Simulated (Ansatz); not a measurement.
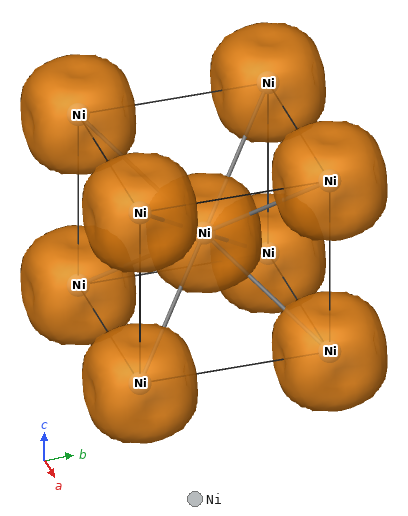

The picture shows: Ni. Isosurface of the spin density (up minus down) at +0.03 e/Å³ (orange), seen at an oblique angle. Sticks mark near contacts.

Space group Im-3m; a structure from a database of computed crystals, not necessarily the ambient phase; spin-polarised.

Level of theory: DFT r2SCAN, scalar-relativistic, plane waves, PAW (Ansatz).

In a PAW calculation such maps are meaningful between the atoms, not at the nuclei.

```cif
data_structure
_symmetry_space_group_name_H-M 'P 1'
_symmetry_Int_Tables_number 1
_cell_length_a 2.7661
_cell_length_b 2.7661
_cell_length_c 2.7661
_cell_angle_alpha 90.000
_cell_angle_beta 90.000
_cell_angle_gamma 90.000
_cell_volume 21.16
loop_
_atom_site_label
_atom_site_type_symbol
_atom_site_fract_x
_atom_site_fract_y
_atom_site_fract_z
_atom_site_occupancy
Ni1 Ni 0.00000 0.00000 0.00000 1
Ni2 Ni 0.50000 0.50000 0.50000 1
```

**Which atoms carry the moments, and with what signs?**

The spin density sits on Ni: +0.7 μB (×2) in one cell of 2 atoms: parallel main moments, as they must be, since the calculation's own cell holds one magnetic site. The cell of the calculation (1 atoms) carries 0.6 μB of net spin moment.
